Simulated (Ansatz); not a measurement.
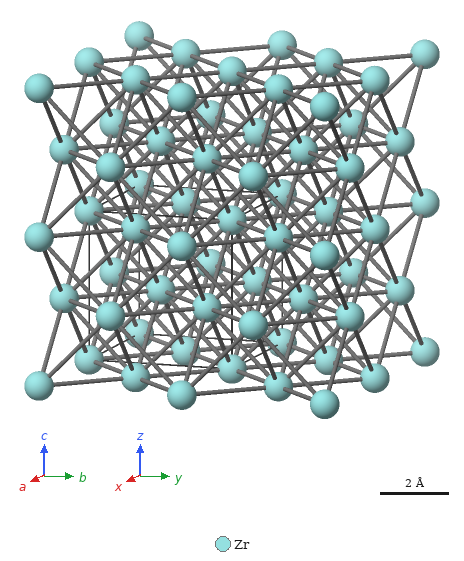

A scan of a crystal of Zr (Fm-3m): the cell is strained equally along x and y and separately along z, with the atoms kept at their fractional coordinates. x, y and z are the Cartesian axes of the input. The picture shows the reference cell. Style: ball-and-stick. Shown: the conventional cell (4 times the calculation's cell), repeated 2 × 2 × 2 with one cell outlined, slightly off an axis. Lengths and directions refer to the drawn axes.

Level of theory: DFT PBEsol, scalar-relativistic, plane waves, PAW in Ansatz 0.2.0. Set-up: plane-wave cutoff 420 eV; k-point mesh 18 × 18 × 18; occupations gaussian; smearing width 0.15 eV; no spin polarisation. Energies (free energies at the smearing named) are counted from the cell as listed in its source, which wasn't relaxed.

The input:
```yaml
crystal:
  lattice:
    - [0.0, 2.255, 2.255]
    - [2.255, 0.0, 2.255]
    - [2.255, 2.255, 0.0]
  atoms:
    - { symbol: Zr, position: [0.0, 0.0, 0.0] }
basis:
  ecutwfc: 420
kpoints:
  mp_grid: { grid: [18, 18, 18] }
hamiltonian:
  xc: pbesol
scf:
  occupations: { method: gaussian, width: 0.15 }
output:
  forces: true
  stress: true
  eigenvalues: true
```

Give the energy at each point on a grid with rows −0.080, −0.040, 0.000, 0.040, 0.080 and columns −0.080, −0.040, 0.000, 0.040, 0.080 (strain along x and y; strain along z).

Rows: strain along x and y; columns: strain along z; values in meV/atom.

```csv
,−0.080,−0.040,0.000,0.040,0.080
−0.080,346,220,131,75,46
−0.040,123,52,14,4,19
0.000,21,−3,0,28,78
0.040,17,34,72,132,209
0.080,91,144,213,299,400
```

In pairs of (strain along x and y; strain along z): the lowest computed point lies at (0.000, −0.040) (−3 meV/atom), the highest at (0.080, 0.080) (400 meV/atom). The valley is tilted: raising the in-plane strain is made harder by raising the strain along z (cross term 0.83 of the geometric mean of the two curvatures). Over the ranges scanned the energy rises more along the first axis, the in-plane strain. The pressure runs from −16.1 GPa at (0.080, 0.080) to 30.0 GPa at (−0.080, −0.080).
